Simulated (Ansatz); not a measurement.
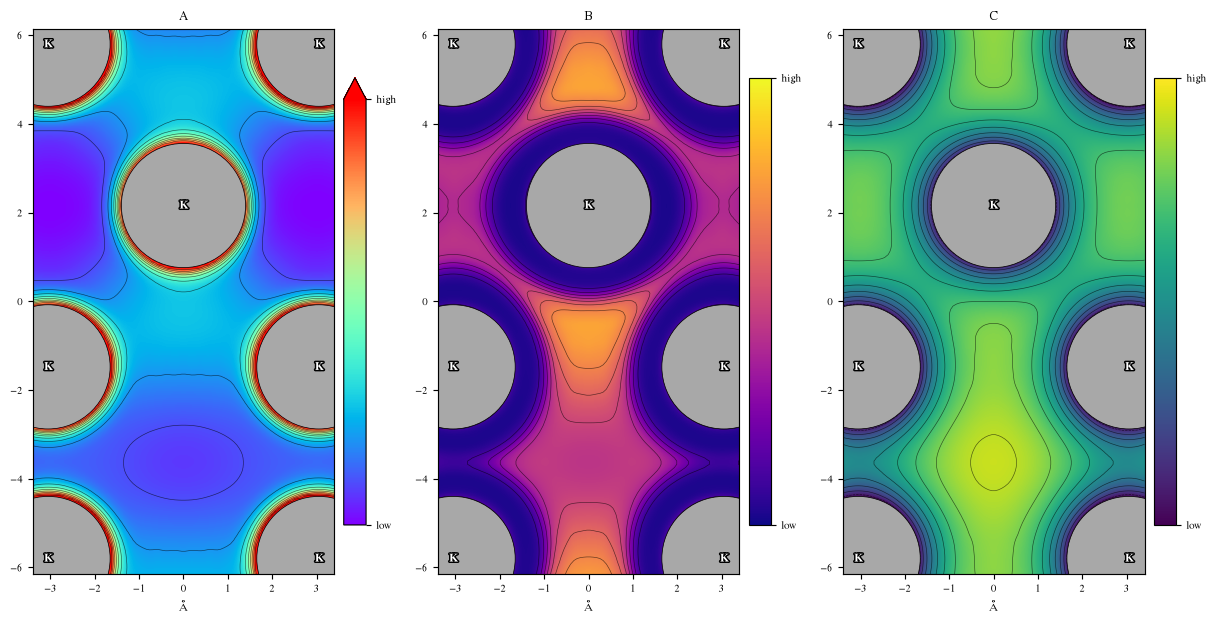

K: 3 fields on the (010) plane of the conventional cell, with unlabelled colour scales. Grey discs cover the atomic cores.

Space group P4/mmm; computed without spin polarisation.

These are results of DFT r2SCAN, scalar-relativistic, plane waves, PAW in Ansatz 0.2.0, not measurements.

**The panels show electron localisation function, electrostatic potential energy of an electron and valence pseudo-density in some order. Assign them.**

Panel A: valence pseudo-density. Panel B: electron localisation function. Panel C: electrostatic potential energy of an electron (low next to the atoms, rising into the space between them). From the grid: K–K (4.32 Å): ρ is about 0.01 e/Å³ halfway; the ELF is about 0.10 at the midpoint (no localised pair shows between them).
